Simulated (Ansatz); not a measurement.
Band-structure calculation, with input and output: BeS

The run: band-structure calculation of BeS (R3m, 2 atoms in the cell). Method and program: DFT, PBE, plane waves, PAW, no spin polarisation (Ansatz 0.2.0).

The structure was built on a prototype by a generator. The geometry comes from this level: r2SCAN (a point of a series of strains). It belongs to a series of runs on one base structure; here: epitaxial_111 strain +4.0%.

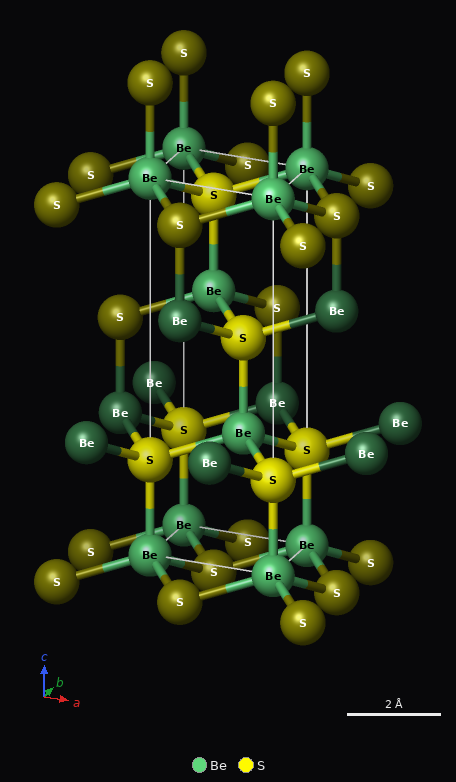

Figure 1. The structure as given in the input (ball-and-stick view of the cell 3 times as large as that of the calculation, set on its symmetry axes, seen slightly off an axis; neighbours outside the cell are drawn fainter). An atom can appear more than once, as a periodic image. Near neighbours in the periodic cell (some may lie outside the picture): Be has 4 S at 2.10 to 2.17 Å; S has 4 Be at 2.10 to 2.17 Å.

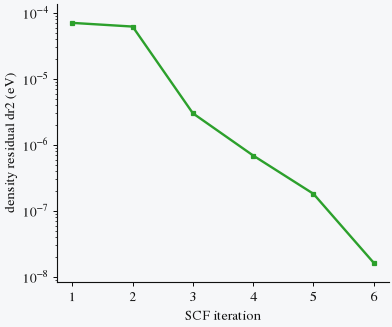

Figure 2. Convergence of the self-consistent field: density residual dr2 against the SCF iteration. The residual falls at every step.

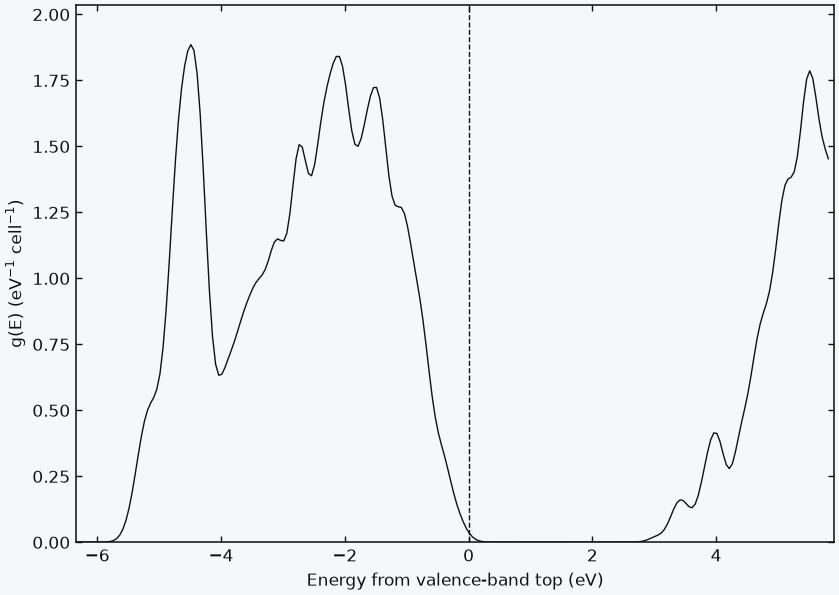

Figure 3. Density of states (the curve is built from the levels of the k mesh with Gaussians 0.3 eV wide, which also blur the band edges), with energies from the valence-band top. There is a gap of 3.05 eV on the k-point mesh. Small ripples come from the finite k-point mesh.

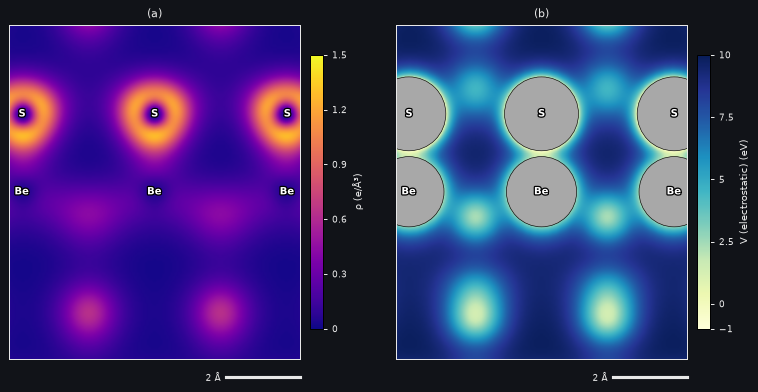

Figure 4. (a) valence charge density (pseudo); (b) electrostatic potential (local pseudopotential plus Hartree) felt by an electron on the (100) plane of the conventional cell. Grey discs, where drawn, cover atomic cores. Be–S (2.10 Å): ρ is about 0.68 e/Å³ halfway. Away from the nuclei the density in this plane falls to 0.02 e/Å³ at its lowest. Outside the cores the potential energy rises away from the atoms and is highest about 2.1 Å from the nearest atoms; outside the discs it spans about 10 eV, and its zero is arbitrary. The fields are those of the smooth PAW valence density.

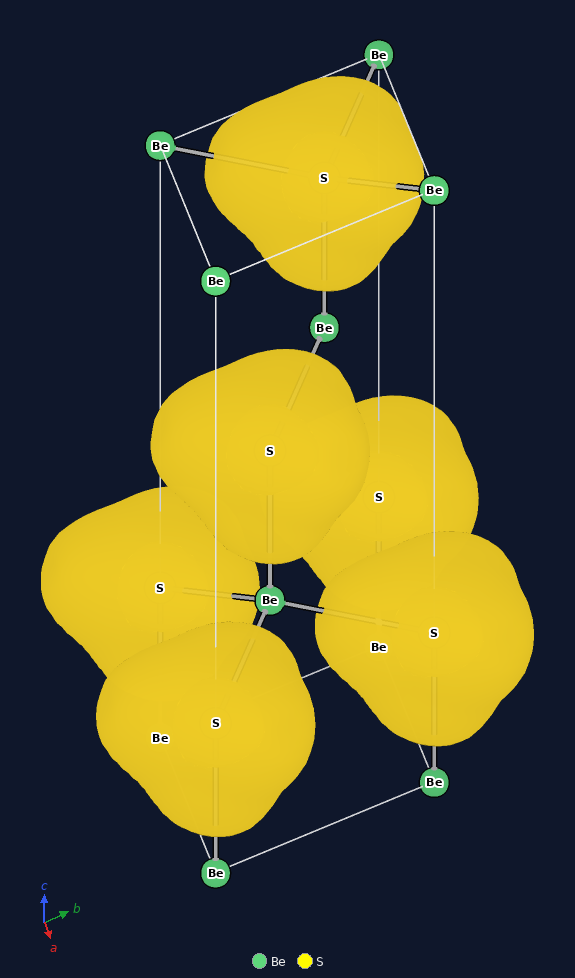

Figure 5. Isosurface of the electron localisation function at 0.7 (yellow), seen at an oblique angle. Core shells and regions of very low density are left out. Sticks mark near contacts. The outline is the cell set on symmetry axes. Profiles from the grid: Be–S (2.10 Å): the ELF peaks at about 0.95 between the atoms (a shared but strongly polarised pair). Be–S (2.17 Å): the ELF peaks at about 0.95 between the atoms, which marks a shared but strongly polarised pair.

These pictures come from the run below.

### The input
```yaml
crystal:
  lattice:
    - [-0.0875525199, 2.4441259597, 2.4441259597]
    - [2.4441259597, -0.0875525199, 2.4441259597]
    - [2.4441259597, 2.4441259597, -0.0875525199]
  atoms:
    - { symbol: Be, position: [-0.0014477781, -0.0014477781, -0.0014477781] }
    - { symbol: S, position: [0.2514477781, 0.2514477781, 0.2514477781] }
kpoints:
  mp_grid: { grid: [10, 10, 10] }
  band_path:
    path:
      - [0.0, 0.0, 0.0]
      - [-0.5, -0.5, 0.0]
      - [-0.375, -0.375, 0.25]
      - [-0.375, 0.0, 0.375]
      - [0.0, 0.0, 0.5]
      - [-0.5, -0.25, 0.25]
      - [-0.0375, 0.0, 0.0375]
      - [0.0, 0.5, 0.5]
    npoints: 1
hamiltonian:
  xc: pbe
scf:
  occupations: { method: fermi_dirac, width: 0.02 }
  n_extra_bands: 4
output:
  forces: true
  stress: true
  eigenvalues: true
  write_density: true
  write_potential: true
  elf: true
  volumetric_format: npy
```

Launch command:
```bash
ansatz run input.yaml --threads 2 --pin off --max-ram 29491MiB --backend cpu --events-out ev --progress --plain --runs-dir out
```

### What the program printed
```
scf.n_extra_bands = 4 over 4 filled bands (N_el = 8.0): the run solves 8 bands
Engine: ansatz 0.2.0, x86_64-unknown-linux-gnu
Pseudopotentials: kind: paw
Pseudopotential: Be, paw, valence charge 2, recommended cutoff 420 eV (normal), Be.paw.azcp
Pseudopotential: S, paw, valence charge 6, recommended cutoff 420 eV (normal), S.paw.azcp
Functional definition: PBE
  parameter kappa = 0.804
  parameter beta = 0.06672455060314922
  exchange = pbe_x(kappa = kappa, mu = beta*pi^2/3)
  correlation = pbe_c(beta = beta)
Crystal: 2 atoms, lattice volume = 30.770 Å³
Basis set: ecut = 420 eV, 585 PW (Γ), exchange–correlation on 48×48×48 points (8 copies of the dense FFT grid, shifted against one another)
Bands: 8, of which v1, the nominal top of the filled ones, is band 4 counted from 1 (3 counted from 0)
Symmetry: 6 space group operations
Space group: R3m (ITA 160), of the structure as read, at distance tolerance 3.1e-5 Å
k-points: 116 of 1000 (time reversal used)
Non-local potential: Be, projectors of the file, l = 0: 2, l = 1: 2, l = 2: 1
Non-local potential: S, projectors of the file, l = 0: 2, l = 1: 2, l = 2: 2
PAW form: soft (Blöchl's): semilocal exchange-correlation on the pseudo side does not see the compensation charge
PAW one-centre angular grid: Be, 110 points (default); XC on 64 Gauss nodes
PAW one-centre angular grid: S, 110 points (default); XC on 64 Gauss nodes
Initial density: superposition of atomic densities (neutral atoms: chi_scale 0, normalization atom), corrected by the library's trained network
Initial wavefunctions: pseudopotential atomic-orbital guess
Functional: x = pbe(κ = 0.804, μ = 0.2195149727645171), c = pbe(β = 0.06672455060314922)
SCF iter   1: F=—  HF=-996.910341 eV  |F-HF|=—  |Δ(HF+E_count)|=         —  Δρ=5.79e-4  dr2=7.07e-5  ethr=1.77e-3  ⟨swp⟩=5.6  Hψ=7689  notcnv=0
preconditioner: auto → none  [insulator: Δε(μ)=3.043 eV  Ē_g=12.327 eV  σ=0.020 eV  W_gap=1.00  n_scr=6 (ndim 8)  ℏωp=18.9 eV  f_vac=0.000  D(μ)=0.00/eV (n_scr^D=0)  ε∞_Penn≈3.4]
SCF iter   2: F=—  HF=-996.910173 eV  |F-HF|=—  |Δ(HF+E_count)|=   1.68e-4  Δρ=4.54e-4  dr2=6.22e-5  ethr=8.84e-7  ⟨swp⟩=2.0  Hψ=2683  notcnv=0
SCF iter   3: F=—  HF=-996.910199 eV  |F-HF|=—  |Δ(HF+E_count)|=   2.63e-5  Δρ=1.58e-4  dr2=3.02e-6  ethr=7.77e-7  ⟨swp⟩=2.1  Hψ=1299  notcnv=0
SCF iter   4: F=—  HF=-996.910224 eV  |F-HF|=—  |Δ(HF+E_count)|=   2.42e-5  Δρ=5.86e-5  dr2=6.92e-7  ethr=3.77e-8  ⟨swp⟩=2.4  Hψ=1350  notcnv=0
SCF iter   5: F=—  HF=-996.910228 eV  |F-HF|=—  |Δ(HF+E_count)|=   3.84e-6  Δρ=2.16e-5  dr2=1.82e-7  ethr=8.65e-9  ⟨swp⟩=2.4  Hψ=1379  notcnv=0
SCF iter   6: F=-996.910227 eV  HF=-996.910228 eV  |F-HF|=1.10e-8  |Δ(HF+E_count)|=   1.10e-9  Δρ=6.44e-6  dr2=1.64e-8  ethr=1.25e-9  ⟨swp⟩=8.4  Hψ=5747  notcnv=0
SCF 1 converged in 6 iterations: F = -996.910227 eV  dr2 = 1.64e-8
  greatest PAW one-centre occupation: 0.847 electrons in one spin orbital (limit 2), on the S atom at site 1 (counted from 0), in its partial waves of l = 0
NSCF: frozen V_eff on 8 k-points
SCF converged after 6 iterations
Free energy (F): -996.910227 eV
Harris-Foulkes:  -996.910228 eV  (|F-HF|=1.10e-8)
Internal energy: -996.910227 eV  (E = F + TS)
E sigma→0 (E₀):  -996.910227 eV
Fermi energy:    6.196525 eV
--- Per-component energies (eV) ---
  E_band       = -3.135783
  E_kinetic    = 126.082693
  E_local      = -124.294359  (includes V_loc(G=0)·N_el)
  E_nonlocal   = 32.506257
  E_hartree    = 38.308760
  E_xc         = -116.467043
  E_vxc        = -107.726556  (∫ρ·V_xc dr)
  E_paw        = -659.813459  (= ΣΔE_a)
  E_vpaw       = -6.320507  (= ΣTr[D̂ρ^β])
  E_aug_tail   = 0.000001  (compensation charges beyond the density's cutoff)
  E_ewald      = -293.233078
  E_smearing   = -0.000000  (= −TS)
  E_closure    = 0.000000  (closes the sum)
  Σ components = -996.910227   (vs F -996.910227, Δ=0.00e0)
--- Forces (eV/Å), atoms counted from 1 ---
  atom   1  Be    -0.00806282    -0.00806282    -0.00806282
  atom   2  S      0.00806828     0.00806828     0.00806828
  max |Σ_I F_I| component: 5.46e-6 eV/Å
--- Stress (GPa, compression-positive) ---
       -4.801081       2.591176       2.591176
        2.591176      -4.801081       2.591176
        2.591176       2.591176      -4.801081
  P = ⅓ Tr σ = -4.8011 GPa (-48.011 kbar)
--- Band table (eV; the first three rows and the last of 116) ---
  k-point 0: bands = ["-8.7057", "4.4155", "4.4155", "4.6844", "9.5103", "9.9639", "9.9639", "10.8927"]
  k-point 1: bands = ["-8.6063", "3.6655", "4.3158", "4.5396", "9.7462", "10.1713", "10.5131", "11.1144"]
  k-point 2: bands = ["-8.3248", "2.1537", "4.0850", "4.2634", "9.8538", "10.6173", "11.1545", "12.3496"]
  k-point 115: bands = ["-7.1016", "-0.7723", "3.3286", "3.3286", "9.3063", "10.8130", "10.8130", "15.1612"]
```

### File bands.tsv
```
# k_distance	band_0	band_1	band_2	band_3	band_4	band_5	band_6	band_7
# fermi_ev = 6.196525
# lock_threshold_ev = 1e-6
# [0, 0, 0] at k_distance = 0.000000
# [-0.5, -0.5, 0] at k_distance = 1.263949
# [-0.375, -0.375, 0.25] at k_distance = 1.718822
# [-0.375, 0, 0.375] at k_distance = 2.488156
# [0, 0, 0.5] at k_distance = 3.257490
# [-0.5, -0.25, 0.25] at k_distance = 4.167235
# [-0.0375, 0, 0.0375] at k_distance = 5.436136
# [0, 0.5, 0.5] at k_distance = 6.612534
# levels_relative_to = fermi_ev
# free_energy_ev = -996.910227
# largest_residual_norms_ev = 5.584e-4 7.829e-4 1.301e-3 1.685e-3 8.009e-4 1.071e-3 6.889e-4 1.078e-3
0.000000	-14.902184	-1.780987	-1.780987	-1.512160	3.313743	3.767393	3.767393	4.696218
1.263949	-13.012292	-6.343854	-4.277072	-3.864374	1.534044	3.305211	10.210310	10.465419
1.718822	-12.991375	-5.902101	-5.332007	-3.837721	2.542314	6.039199	8.379222	8.741930
2.488156	-13.062351	-5.936449	-5.441184	-3.482243	2.923549	5.308316	8.233279	9.514803
3.257490	-13.549252	-7.024942	-2.580568	-2.491311	3.609504	4.733403	5.166819	9.140915
4.167235	-12.971491	-5.678550	-5.155804	-4.687717	4.624797	6.057968	6.622534	6.960230
5.436136	-14.865305	-2.055721	-1.863690	-1.563813	3.474301	3.870819	3.960361	4.739533
6.612534	-13.012292	-6.343854	-4.277072	-3.864374	1.534044	3.305211	10.210310	10.465419
```

### File v_z.tsv
```
# z_ang	v_es[eV]	v_tot[eV]
# format = ansatz-planar-average/11
# xc	pbe
# density_cutoff_ev	1680
# datasets	Be=:simpson_from_first_knot:soft	S=:simpson_from_first_knot:soft
# lattice	-0.087552520	2.444125960	2.444125960
# lattice	2.444125960	-0.087552520	2.444125960
# lattice	2.444125960	2.444125960	-0.087552520
# sites	2
# site	4	-0.006950347	-0.006950347	-0.006950347
# site	16	1.207125197	1.207125197	1.207125197
0.000000	-1.160000e0	-1.175608e1
0.144068	-2.447266e0	-1.353869e1
0.288135	-3.298025e0	-1.472568e1
0.432203	-3.512215e0	-1.520408e1
0.576271	-3.144440e0	-1.505308e1
0.720338	-2.468872e0	-1.450733e1
0.864406	-1.789193e0	-1.377268e1
1.008474	-1.149079e0	-1.282472e1
1.152542	-3.632725e-1	-1.152577e1
1.296609	7.212178e-1	-9.809208e0
1.440677	2.215120e0	-7.681510e0
1.584745	4.024922e0	-5.283145e0
1.728812	5.787731e0	-2.930296e0
1.872880	7.113430e0	-1.040396e0
2.016948	7.858313e0	1.960259e-1
2.161015	8.138595e0	8.527521e-1
2.305083	8.073424e0	9.926359e-1
2.449151	7.716814e0	6.777673e-1
2.593219	7.080834e0	-8.146954e-2
2.737286	6.064679e0	-1.360099e0
2.881354	4.721955e0	-3.081280e0
3.025422	3.240513e0	-5.159116e0
3.169489	1.753427e0	-7.422718e0
3.313557	2.894708e-1	-9.649324e0
```

### Key numbers

```csv
quantity,value
outcome,converged
space group (tolerance 0.01 Å),R3m (160)
electrons treated,8
free energy,−996.9102 eV
Fermi energy,6.197 eV
gap on the k-point mesh,3.05 eV
pressure,−4.80 GPa
largest force (length of the vector),0.014 eV/Å
hardware,"2 threads of AMD EPYC (Zen 3), 1656 GiB of memory available, shared host"
wall time,1.4 s (CPU time 2.6 s)
peak memory,0.47 GiB
```
